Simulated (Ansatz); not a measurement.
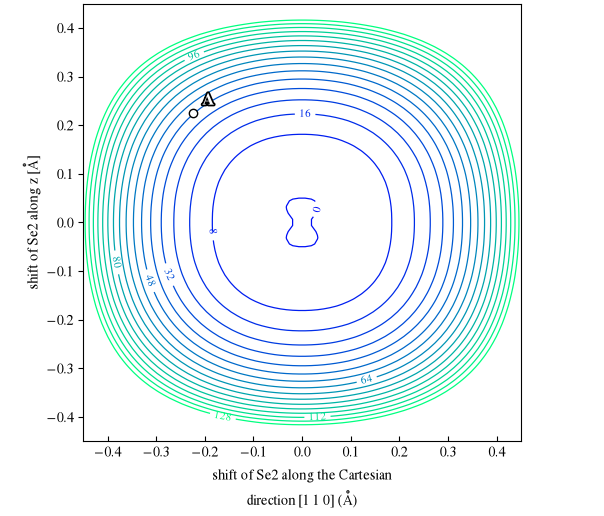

SnSe (Fm-3m, No. 225; 2 atoms in the cell). Atom Se2 is moved over a plane while all other atoms and the cell stay fixed (its periodic images move with it) (x, y and z along the cube axes). The first coordinate is: shift of Se2 along the Cartesian direction [1 1 0]; the second: shift of Se2 along z. The scan uses a 5 × 5 grid; 9 points were computed and 16 follow by symmetry. Points are written as (first, second). All energies are given in meV per cell relative to the lowest grid point. All numbers below come from DFT PBE+D3(BJ), scalar-relativistic, plane waves, PAW (Ansatz 0.2.0). Settings: cutoff 420 eV, k-mesh 10×10×10, gaussian smearing 0.05 eV, no spin polarisation.

Drawn: contour lines labelled in meV (none above 128), the point A. Between grid points the surface is interpolated.

Question: Which way does the force act at A, and how strong is it?

Answer: A, at (−0.225 Å, 0.225 Å), is not a stationary point. The computed force is 0.4 eV/Å in the plane, pointing down and right in the picture (components 0.27 and −0.30 eV/Å).
